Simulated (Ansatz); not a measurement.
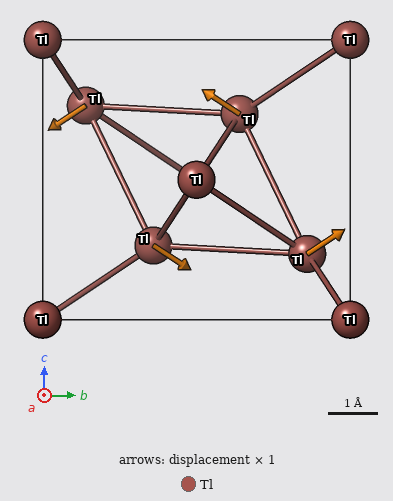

This is a relaxation of solid Tl (built on the Hg_14 type). The starting structure is drawn; orange arrows show the displacements (the part carried along by the change of the cell is left out), at their true length.

The picture is a ball-and-stick view of the cell of the calculation, seen along the a axis.

Case: Hg type (P2_1/c, No. 14).

Theory: Ansatz, DFT PBE, scalar-relativistic, plane waves, PAW. Settings: plane-wave cutoff 420 eV; k-point mesh 8 × 6 × 8; occupations gaussian; smearing width 0.1 eV; no spin polarisation; cell and atoms relaxed; force threshold 0.01 eV/Å; at most 80 steps.

What happened in the run?

Answer. After 10 accepted moves (12 points after the start) the energy has fallen by 179 meV per atom. Largest force component: 0.32 eV/Å at the start, 0.0037 eV/Å at the end. The pressure goes from 1.23 to −0.01 GPa. At 2 points the geometry stayed and the basis and grid were re-selected for the new cell (energy shift of 0.4 meV per atom at most each time). The largest moves relative to the cell, 1.00 Å, are those of Tl atoms. The volume changes by −9.9 %, with a 5.797 → 6.453 Å (+11.3 %), b 6.300 → 5.660 Å (−10.2 %), c 6.294 → 5.777 Å (−8.2 %), β 114.4° → 116.6°. Near-neighbour distances that change, for instance: Tl–Tl 4.660 → 3.425 Å, Tl–Tl 4.498 → 3.469 Å, Tl–Tl 4.170 → 3.472 Å, Tl–Tl 3.163 → 3.846 Å. Among the angles between lasting bonds that change: Tl–Tl–Tl 126.5° → 72.0°, Tl–Tl–Tl 143.0° → 180.0°, Tl–Tl–Tl 146.0° → 111.6°. The space group (tolerance 0.01 Å) goes from P2_1/c (No. 14) to Fmmm (No. 69). The run took of the order of 12 core-minutes on a shared host.
